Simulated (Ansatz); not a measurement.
## Geometry relaxation, with input and output: Cu (part 1 of 3)

The run: geometry relaxation of Cu (interface cell, 20 atoms in the cell). Method and program: DFT PBE, scalar-relativistic, plane waves, PAW, no spin polarisation (Ansatz 0.2.0).

The structure derives from an entry of the Crystallography Open Database. It belongs to a series of runs on one base structure; here: symmetric tilt boundary Sigma 5 (2 1 0), mirror between planes, shift [0.5, 0]. Figures and captions count atoms from 1; the log counts them from 0 in places.

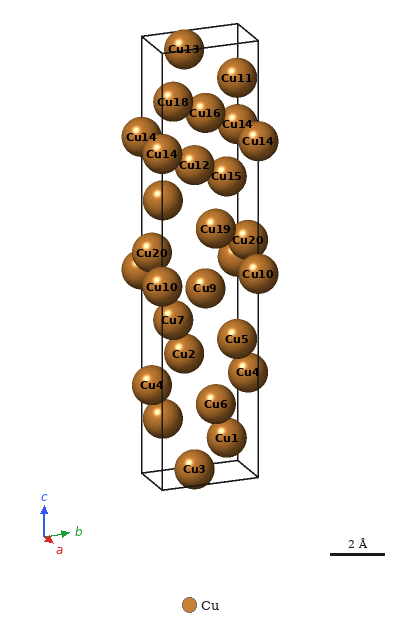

Fig. 1: The input geometry (spheres-only view of the cell of the calculation, seen slightly off an axis; atoms are numbered from 1 in the order of the input). An atom can appear more than once, as a periodic image.

### Input
```yaml
crystal:
  lattice:
    - [3.6297482978, 0.0, 0.0]
    - [-1.8148741489, 4.0581819676, 0.0]
    - [0.0, 0.0, 16.5327278703]
  atoms:
    - { symbol: Cu, position: [0.4, 0.8, 0.0736390631] }
    - { symbol: Cu, position: [0.2, 0.4, 0.2700098979] }
    - { symbol: Cu, position: [0.7, 0.4, 0.0245463544] }
    - { symbol: Cu, position: [0.5, 1.0, 0.2209171892] }
    - { symbol: Cu, position: [0.9, 0.8, 0.3191026066] }
    - { symbol: Cu, position: [0.8, 0.6, 0.1718244805] }
    - { symbol: Cu, position: [0.6, 0.2, 0.3681953153] }
    - { symbol: Cu, position: [0.1, 0.2, 0.1227317718] }
    - { symbol: Cu, position: [0.3, 0.6, 0.417288024] }
    - { symbol: Cu, position: [1.0, 1.0, 0.4663807327] }
    - { symbol: Cu, position: [0.9, 0.8, 0.917288024] }
    - { symbol: Cu, position: [0.7, 0.4, 0.7209171892] }
    - { symbol: Cu, position: [0.2, 0.4, 0.9663807327] }
    - { symbol: Cu, position: [0.0, 1.0, 0.7700098979] }
    - { symbol: Cu, position: [0.4, 0.8, 0.6718244805] }
    - { symbol: Cu, position: [0.3, 0.6, 0.8191026066] }
    - { symbol: Cu, position: [0.1, 0.2, 0.6227317718] }
    - { symbol: Cu, position: [0.6, 0.2, 0.8681953153] }
    - { symbol: Cu, position: [0.8, 0.6, 0.5736390631] }
    - { symbol: Cu, position: [0.5, 1.0, 0.5245463544] }
basis:
  ecutwfc: 420
kpoints:
  mp_grid: { grid: [10, 10, 2] }
hamiltonian:
  xc: pbe
scf:
  occupations: { method: gaussian, width: 0.1 }
output:
  forces: true
  stress: true
  eigenvalues: true
  populations: true
  write_density: true
  write_potential: true
  elf: true
  volumetric_format: npy
relax:
  adjacent_minimum: "off"
  f_tol: 0.02
  max_steps: 60
  cell: { fix: [a, b, alpha, beta, gamma], stress_tol: 0.1 }
```

Hardware: 4 threads of Intel Xeon @ 2.50GHz (Skylake/Cascade Lake), 189 GiB of memory available, shared host.

Launched with:
```bash
ansatz run input.yaml --threads 4 --pin off --max-ram 11264MiB --backend cpu --events-out ev --progress --plain --runs-dir out
```

### Log
```
Engine: ansatz 0.2.0, x86_64-unknown-linux-gnu
Pseudopotentials: kind: paw
Pseudopotential: Cu, paw, valence charge 19, recommended cutoff 420 eV (normal), Cu.paw.azcp
Functional definition: PBE
  parameter kappa = 0.804
  parameter beta = 0.06672455060314922
  exchange = pbe_x(kappa = kappa, mu = beta*pi^2/3)
  correlation = pbe_c(beta = beta)
Crystal: 20 atoms, lattice volume = 243.530 Å³
Basis set: ecut = 420 eV, 4781 PW (Γ), exchange–correlation on 50×60×240 points (8 copies of the dense FFT grid, shifted against one another)
Bands: 228, of which v1, the nominal top of the filled ones, is band 190 counted from 1 (189 counted from 0)
Symmetry: 8 space group operations
Space group: Cmce (ITA 64), of the structure as read, at distance tolerance 6.2e-5 Å
k-points: 62 of 200
Non-local potential: Cu, projectors of the file, l = 0: 3, l = 1: 2, l = 2: 3, l = 3: 1
PAW form: soft (Blöchl's): semilocal exchange-correlation on the pseudo side does not see the compensation charge
PAW one-centre angular grid: Cu, 590 points (default); XC on 64 Gauss nodes
Initial density: superposition of atomic densities (neutral atoms: chi_scale 0, normalization atom), corrected by the library's trained network
Initial wavefunctions: pseudopotential atomic-orbital guess
Functional: x = pbe(κ = 0.804, μ = 0.2195149727645171), c = pbe(β = 0.06672455060314922)
SCF iter   1: F=—  HF=-132499.870801 eV  |F-HF|=—  |Δ(HF+E_count)|=         —  Δρ=2.50e-3  dr2=1.35e-2  ethr=1.77e-3  ⟨swp⟩=4.9  Hψ=44966  notcnv=0  defer=1118
preconditioner: auto → Kerker (q_TF=auto, 2.938 Å⁻¹)  [metal: Δε(μ)=0.010 eV  Ē_g=9.932 eV  σ=0.100 eV  W_gap=0.06  n_scr=96 (ndim 8)  ℏωp=35.3 eV  f_vac=0.001  D(μ)=5.57/eV (n_scr^D=36)]
SCF iter   2: F=—  HF=-132499.871416 eV  |F-HF|=—  |Δ(HF+E_count)|=   6.15e-4  Δρ=9.59e-4  dr2=4.37e-3  ethr=3.55e-6  ⟨swp⟩=2.3  Hψ=24700  notcnv=0  defer=1222
SCF iter   3: F=—  HF=-132499.871409 eV  |F-HF|=—  |Δ(HF+E_count)|=   7.49e-6  Δρ=6.01e-4  dr2=1.90e-3  ethr=1.15e-6  ⟨swp⟩=1.3  Hψ=12314  notcnv=0  defer=1222
SCF iter   4: F=—  HF=-132499.871232 eV  |F-HF|=—  |Δ(HF+E_count)|=   1.77e-4  Δρ=1.93e-4  dr2=3.88e-4  ethr=5.01e-7  ⟨swp⟩=2.1  Hψ=18538  notcnv=0  defer=1222
SCF iter   5: F=—  HF=-132499.871197 eV  |F-HF|=—  |Δ(HF+E_count)|=   3.50e-5  Δρ=1.13e-4  dr2=6.13e-5  ethr=1.02e-7  ⟨swp⟩=2.0  Hψ=15773  notcnv=0  defer=1222
SCF iter   6: F=—  HF=-132499.871222 eV  |F-HF|=—  |Δ(HF+E_count)|=   2.51e-5  Δρ=7.61e-5  dr2=1.78e-5  ethr=1.61e-8  ⟨swp⟩=2.0  Hψ=18795  notcnv=0  defer=1222
SCF iter   7: F=—  HF=-132499.871220 eV  |F-HF|=—  |Δ(HF+E_count)|=   1.42e-6  Δρ=2.46e-5  dr2=1.53e-6  ethr=4.68e-9  ⟨swp⟩=2.0  Hψ=18713  notcnv=0  defer=1222
SCF iter   8: F=—  HF=-132499.871220 eV  |F-HF|=—  |Δ(HF+E_count)|=   1.96e-7  Δρ=7.07e-6  dr2=1.14e-7  ethr=4.01e-10  ⟨swp⟩=2.1  Hψ=20356  notcnv=0  defer=1222
SCF iter   9: F=-132499.871220 eV  HF=-132499.871220 eV  |F-HF|=1.82e-8  |Δ(HF+E_count)|=   3.76e-8  Δρ=3.53e-6  dr2=2.46e-8  ethr=2.63e-11  ⟨swp⟩=12.1  Hψ=106113  notcnv=0
SCF 1 converged in 9 iterations: F = -132499.871220 eV  dr2 = 2.46e-8
  greatest PAW one-centre occupation: 1.000 electrons in one spin orbital (limit 2), on the Cu atom at site 18 (counted from 0), in its partial waves of l = 0
relax step   1: F+E_penalty+E_count = -132499.87121997 eV  Δ(F+E_penalty+E_count) = +0.000e0 eV  max|allowed force component| = 3.626e0 eV/Å  Δτ_max = 0.0000 Å  P = +6.095 GPa  Ω = 243.530 Å³  fix = [a, b, alpha, beta, gamma]  reactions: a +12.465, b +2.642 GPa; gamma +4.393 GPa/rad  (9 SCF iters, dr2 threshold 1.00e-7 eV, accepted)
Crystal: 20 atoms, lattice volume = 244.144 Å³
Initial density: handed on by an earlier stage of this run
Initial wavefunctions: those handed on with the density
iter 1 solved again at ethr=3.44e-5 eV; its pass at ethr=3.10e-3 eV (dr2=1.31e-1 eV) is discarded
SCF iter   1: F=—  HF=-132501.010976 eV  |F-HF|=—  |Δ(HF+E_count)|=         —  Δρ=1.04e-2  dr2=1.30e-1  ethr=3.44e-5  ⟨swp⟩=2.1  Hψ=59047  notcnv=0
preconditioner: auto → Kerker (q_TF=auto, 2.937 Å⁻¹)  [metal: Δε(μ)=0.027 eV  Ē_g=9.896 eV  σ=0.100 eV  W_gap=0.15  n_scr=96 (ndim 8)  ℏωp=35.2 eV  f_vac=0.001  D(μ)=5.34/eV (n_scr^D=36)]
SCF iter   2: F=—  HF=-132500.973459 eV  |F-HF|=—  |Δ(HF+E_count)|=   3.75e-2  Δρ=5.31e-3  dr2=3.61e-2  ethr=3.43e-5  ⟨swp⟩=1.9  Hψ=17315  notcnv=0
SCF iter   3: F=—  HF=-132500.959175 eV  |F-HF|=—  |Δ(HF+E_count)|=   1.43e-2  Δρ=2.52e-3  dr2=1.22e-2  ethr=9.51e-6  ⟨swp⟩=2.0  Hψ=27131  notcnv=0
SCF iter   4: F=—  HF=-132500.956958 eV  |F-HF|=—  |Δ(HF+E_count)|=   2.22e-3  Δρ=3.83e-4  dr2=5.57e-4  ethr=3.20e-6  ⟨swp⟩=2.0  Hψ=24483  notcnv=0
SCF iter   5: F=—  HF=-132500.956974 eV  |F-HF|=—  |Δ(HF+E_count)|=   1.62e-5  Δρ=8.34e-5  dr2=3.93e-5  ethr=1.47e-7  ⟨swp⟩=1.2  Hψ=14149  notcnv=0
SCF iter   6: F=—  HF=-132500.956972 eV  |F-HF|=—  |Δ(HF+E_count)|=   2.33e-6  Δρ=5.50e-5  dr2=1.40e-5  ethr=1.04e-8  ⟨swp⟩=2.1  Hψ=20348  notcnv=0
SCF iter   7: F=—  HF=-132500.956971 eV  |F-HF|=—  |Δ(HF+E_count)|=   8.42e-7  Δρ=5.04e-5  dr2=6.62e-6  ethr=3.68e-9  ⟨swp⟩=2.1  Hψ=19782  notcnv=0
SCF iter   8: F=-132500.956970 eV  HF=-132500.956970 eV  |F-HF|=7.11e-7  |Δ(HF+E_count)|=   9.96e-7  Δρ=1.25e-5  dr2=6.05e-7  ethr=5.26e-10  ⟨swp⟩=6.7  Hψ=95625  notcnv=0
SCF 2 converged in 8 iterations: F = -132500.956970 eV  dr2 = 6.05e-7
[... from here on the iterations of each SCF are left out, up to the last one ...]
relax step   2: F+E_penalty+E_count = -132500.95696956 eV  Δ(F+E_penalty+E_count) = -1.086e0 eV  max|allowed force component| = 2.046e0 eV/Å  Δτ_max = 0.0940 Å  P = +3.883 GPa  Ω = 244.144 Å³  energy of the carried Pulay correction = -4.568e-4 eV  fix = [a, b, alpha, beta, gamma]  reactions: a +7.627, b +1.833 GPa; gamma +2.591 GPa/rad  (8 SCF iters, dr2 threshold 2.00e-6 eV, accepted)
Crystal: 20 atoms, lattice volume = 244.372 Å³
Basis set: ecut = 420 eV, 4789 PW (Γ), exchange–correlation on 50×60×240 points (8 copies of the dense FFT grid, shifted against one another)
preconditioner: auto → Kerker (q_TF=auto, 2.937 Å⁻¹)  [metal: Δε(μ)=0.014 eV  Ē_g=9.843 eV  σ=0.100 eV  W_gap=0.08  n_scr=96 (ndim 8)  ℏωp=35.2 eV  f_vac=0.000  D(μ)=5.02/eV (n_scr^D=28)]
SCF 3 converged in 9 iterations: F = -132501.482161 eV  dr2 = 2.44e-7
relax step   3: F+E_penalty+E_count = -132501.48216082 eV  Δ(F+E_penalty+E_count) = -5.252e-1 eV  max|allowed force component| = 2.308e-1 eV/Å  Δτ_max = 0.1774 Å  P = +2.698 GPa  Ω = 244.372 Å³  energy of the carried Pulay correction = -6.256e-4 eV  fix = [a, b, alpha, beta, gamma]  reactions: a +4.035, b +3.143 GPa; gamma +0.399 GPa/rad  (9 SCF iters, dr2 threshold 2.00e-6 eV, accepted)
Crystal: 20 atoms, lattice volume = 245.988 Å³
Basis set: ecut = 420 eV, 4821 PW (Γ), exchange–correlation on 50×60×240 points (8 copies of the dense FFT grid, shifted against one another)
preconditioner: auto → Kerker (q_TF=auto, 2.933 Å⁻¹)  [metal: Δε(μ)=0.010 eV  Ē_g=9.826 eV  σ=0.100 eV  W_gap=0.06  n_scr=96 (ndim 8)  ℏωp=35.1 eV  f_vac=0.000  D(μ)=4.91/eV (n_scr^D=24)]
SCF 4 converged in 8 iterations: F = -132501.552549 eV  dr2 = 2.59e-7
relax step   4: F+E_penalty+E_count = -132501.55254923 eV  Δ(F+E_penalty+E_count) = -7.039e-2 eV  max|allowed force component| = 1.052e-2 eV/Å  Δτ_max = 0.0541 Å  P = +1.712 GPa  Ω = 245.988 Å³  energy of the carried Pulay correction = -1.822e-3 eV  fix = [a, b, alpha, beta, gamma]  reactions: a +3.111, b +1.777 GPa; gamma +0.597 GPa/rad  (8 SCF iters, dr2 threshold 2.00e-6 eV, accepted)
Crystal: 20 atoms, lattice volume = 246.438 Å³
Basis set: ecut = 420 eV, 4841 PW (Γ), exchange–correlation on 50×60×240 points (8 copies of the dense FFT grid, shifted against one another)
preconditioner: auto → Kerker (q_TF=auto, 2.932 Å⁻¹)  [metal: Δε(μ)=0.012 eV  Ē_g=9.812 eV  σ=0.100 eV  W_gap=0.07  n_scr=96 (ndim 8)  ℏωp=35.1 eV  f_vac=0.000  D(μ)=4.92/eV (n_scr^D=24)]
SCF 5 converged in 7 iterations: F = -132501.552786 eV  dr2 = 1.30e-7
relax step   5: F+E_penalty+E_count = -132501.55278605 eV  Δ(F+E_penalty+E_count) = -2.368e-4 eV  max|allowed force component| = 1.720e-3 eV/Å  Δτ_max = 0.0051 Å  P = +1.501 GPa  Ω = 246.438 Å³  energy of the carried Pulay correction = -2.153e-3 eV  fix = [a, b, alpha, beta, gamma]  reactions: a +2.943, b +1.541 GPa; gamma +0.627 GPa/rad  (7 SCF iters, dr2 threshold 1.54e-7 eV, accepted)
Initial wavefunctions: pseudopotential atomic-orbital guess (no wavefunctions were taken with the density)
iter 1 solved again at ethr=5.02e-9 eV; its pass at ethr=3.10e-3 eV (dr2=1.91e-5 eV) is discarded
SCF iter   1: F=—  HF=-132501.553133 eV  |F-HF|=—  |Δ(HF+E_count)|=         —  Δρ=4.56e-4  dr2=1.12e-5  ethr=5.02e-9  ⟨swp⟩=4.0  Hψ=90002  notcnv=0
preconditioner: auto → Kerker (q_TF=auto, 2.932 Å⁻¹)  [metal: Δε(μ)=0.012 eV  Ē_g=9.809 eV  σ=0.100 eV  W_gap=0.07  n_scr=96 (ndim 8)  ℏωp=35.1 eV  f_vac=0.000  D(μ)=4.93/eV (n_scr^D=24)]
SCF iter   2: F=—  HF=-132501.554443 eV  |F-HF|=—  |Δ(HF+E_count)|=   1.31e-3  Δρ=2.33e-4  dr2=3.44e-6  ethr=2.95e-9  ⟨swp⟩=1.0  Hψ=14136  notcnv=0
SCF iter   3: F=—  HF=-132501.554889 eV  |F-HF|=—  |Δ(HF+E_count)|=   4.47e-4  Δρ=1.66e-5  dr2=1.66e-7  ethr=9.04e-10  ⟨swp⟩=1.1  Hψ=14418  notcnv=0
SCF iter   4: F=—  HF=-132501.554890 eV  |F-HF|=—  |Δ(HF+E_count)|=   8.41e-7  Δρ=2.60e-6  dr2=2.02e-8  ethr=4.38e-11  ⟨swp⟩=2.0  Hψ=25184  notcnv=0
SCF iter   5: F=—  HF=-132501.554890 eV  |F-HF|=—  |Δ(HF+E_count)|=   2.01e-8  Δρ=1.06e-6  dr2=4.64e-9  ethr=5.32e-12  ⟨swp⟩=2.0  Hψ=19741  notcnv=0
SCF iter   6: F=—  HF=-132501.554890 eV  |F-HF|=—  |Δ(HF+E_count)|=   1.37e-9  Δρ=4.64e-7  dr2=1.41e-9  ethr=1.22e-12  ⟨swp⟩=1.0  Hψ=14137  notcnv=0
SCF iter   7: F=-132501.554890 eV  HF=-132501.554890 eV  |F-HF|=3.78e-10  |Δ(HF+E_count)|=  1.46e-10  Δρ=2.50e-7  dr2=4.59e-10  ethr=1.00e-12  ⟨swp⟩=5.3  Hψ=63014  notcnv=0
SCF 6 converged in 7 iterations: F = -132501.554890 eV  dr2 = 4.59e-10
relax step   6: F+E_penalty+E_count = -132501.55488996 eV  Δ(F+E_penalty+E_count) = -2.104e-3 eV  max|allowed force component| = 1.769e-3 eV/Å  Δτ_max = 0.0000 Å  P = +1.492 GPa  Ω = 246.438 Å³  fix = [a, b, alpha, beta, gamma]  reactions: a +2.939, b +1.535 GPa; gamma +0.628 GPa/rad  stress off target by 1.78e-3 GPa on what of the cell is left free  SCF on the basis re-selected at this cell (its energy is not comparable with the rows above)  (7 SCF iters)
```

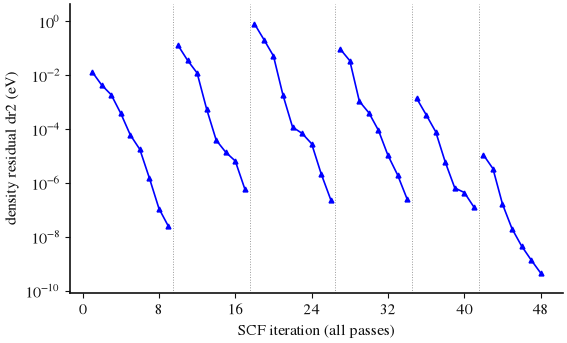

Fig. 2: Convergence of the self-consistent field: density residual dr2 against the SCF iteration. The dotted lines part the SCF passes of the relaxation: geometry steps, rejected trials and re-solves on a re-selected basis. The 6 passes take 7 to 9 iterations each, 48 in all.

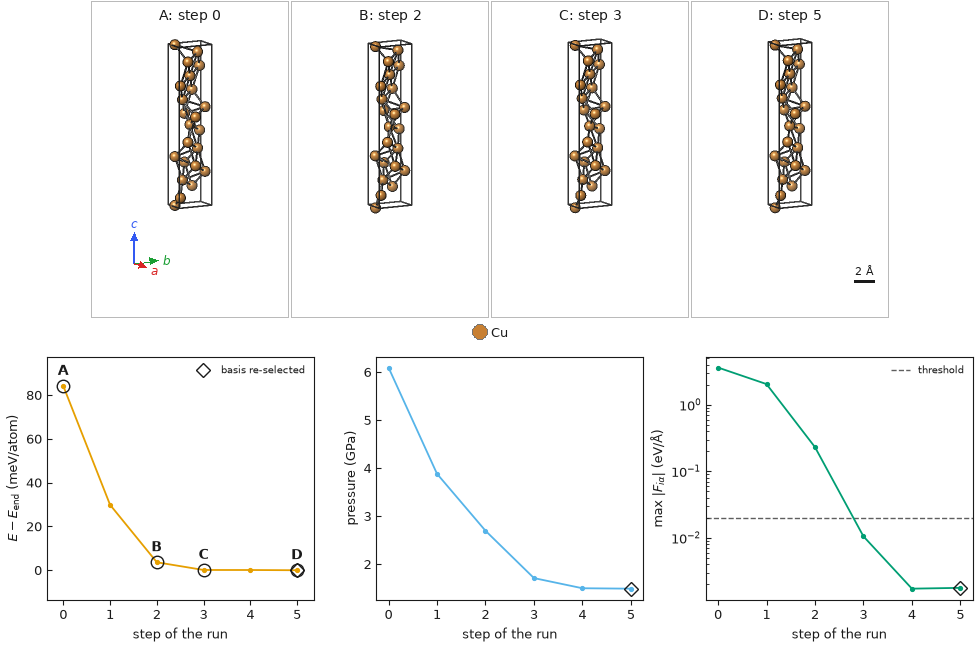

Fig. 3: Frames of the relaxation (ball-and-stick view of the cell of the calculation (origin shifted), seen slightly off an axis) above the curves, on which the letters mark them (the first geometry is step 0 here and step 1 in the log).

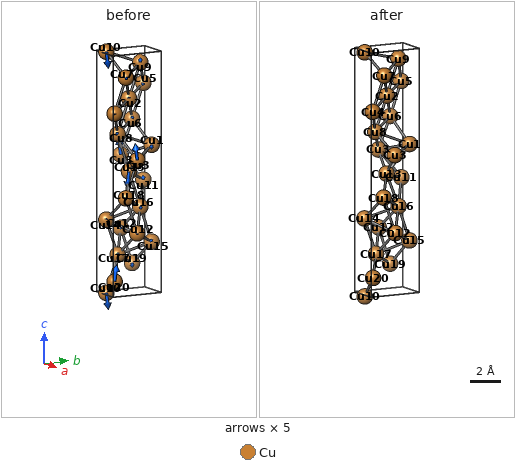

Fig. 4: Before (left) and after (right) the relaxation, at one scale (ball-and-stick view of the cell of the calculation (origin shifted), seen slightly off an axis). The blue arrows give the displacements (without the part carried along by the change of the cell), magnified 5 times. The largest moves relative to the cell, 0.24 Å, are those of Cu3, Cu10, Cu13 and Cu20. The drawn cell changes as follows: a stays at 3.630 Å, b stays at 4.446 Å, c 16.533 → 16.730 Å (+1.2 %); the volume changes by +1.2 %. Distances before and after: Cu10–Cu17 2.709 → 2.995 Å, Cu10–Cu20 2.054 → 2.327 Å, Cu10–Cu19 2.404 → 2.567 Å, Cu13–Cu16 2.567 → 2.424 Å. The energy falls by 84.1 meV per atom in 4 geometry steps. The largest force component goes from 3.6 to 0.0018 eV/Å. The pressure goes from 6.09 to 1.49 GPa. A last SCF at the same geometry on a re-selected plane-wave basis shifts the energy by −0.1 meV per atom. (Atoms are counted from 1 in the order of the input.)

```
basis re-selected at this cell: Δ(F+E_penalty+E_count) = -2.104e-3 eV, ΔP = -0.009 GPa vs the last step (what re-selecting the basis moved, of the pressure what is left beyond the Pulay correction that the steps carried, after the strain that the cell walked since its last selection, with what the two solves' SCF thresholds leave and, on support functions, any second-order correction that the steps lacked; it is no measure of the basis error at this ecutwfc). This SCF's stress stands 1.78e-3 GPa from its target on what of the cell is left free (relax.cell.stress_tol is 1.00e-1 GPa) and its largest allowed force component is 1.77e-3 eV/Å (relax.f_tol is 2.00e-2 eV/Å): within both
SCF converged after 7 iterations
Free energy (F): -132501.554890 eV
Harris-Foulkes:  -132501.554890 eV  (|F-HF|=3.78e-10)
Internal energy: -132501.530246 eV  (E = F + TS)
E sigma→0 (E₀):  -132501.542568 eV
Entropy (-TS):   -0.024644 eV (-1.232 meV/atom)
Fermi energy:    15.920228 eV
--- Per-component energies (eV) ---
  E_band       = -7500.930637
  E_kinetic    = 5997.879329
  E_local      = -84000.771633  (includes V_loc(G=0)·N_el)
  E_nonlocal   = 7804.892088
  E_hartree    = 37027.394765
  E_xc         = -1787.983998
  E_vxc        = -2307.099513  (∫ρ·V_xc dr)
  E_paw        = -33265.042817  (= ΣΔE_a)
  E_vpaw       = -9050.623248  (= ΣTr[D̂ρ^β])
  E_aug_tail   = 0.005790  (compensation charges beyond the density's cutoff)
  E_ewald      = -64277.903769
  E_smearing   = -0.024644  (= −TS)
  E_closure    = -0.000000  (closes the sum)
  Σ components = -132501.554890   (vs F -132501.554890, Δ=0.00e0)
```
